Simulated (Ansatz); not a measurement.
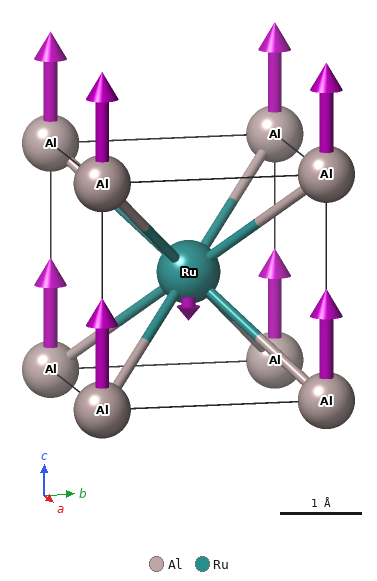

One vibrational mode of solid AlRu relaxed at 35 GPa at the zone centre. The purple arrows give the relative displacements of the atoms. A ball-and-stick model of the cell of the calculation, seen slightly off an axis.

Theory: DFT LDA, scalar-relativistic, plane waves, PAW (Ansatz).

Input file:
```yaml
crystal:
  lattice:
    - [2.8418635369, 0.0, 0.0]
    - [0.0, 2.8418635369, 0.0]
    - [0.0, 0.0, 2.8418635369]
  atoms:
    - { symbol: Al, position: [0.0, 0.0, 0.0] }
    - { symbol: Ru, position: [0.5, 0.5, 0.5] }
basis:
  ecutwfc: 420
kpoints:
  mp_grid: { grid: [14, 14, 14] }
hamiltonian:
  xc: lda
scf:
  occupations: { method: fermi_dirac, width: 0.15 }
output:
  eigenvalues: true
phonons:
  method: dfpt
  eigenvectors: true
```

Command:
```bash
ansatz run input.yaml --threads 1 --pin off --max-ram 3072MiB --backend cpu --events-out ev --progress --plain --runs-dir out
```

The frequencies depend somewhat on the k-mesh and the smearing.

### What mode is this, and where does it lie in the spectrum?

This is the T₁u mode (triply degenerate; one member of the set is drawn) at 401 cm⁻¹, the only optical level, infrared-active by symmetry. The Al sublattice moves against the Ru sublattice, along c; the kinetic energy is shared as Al 79 %, Ru 21 %. The crystal is a metal, so free carriers screen the infrared response.
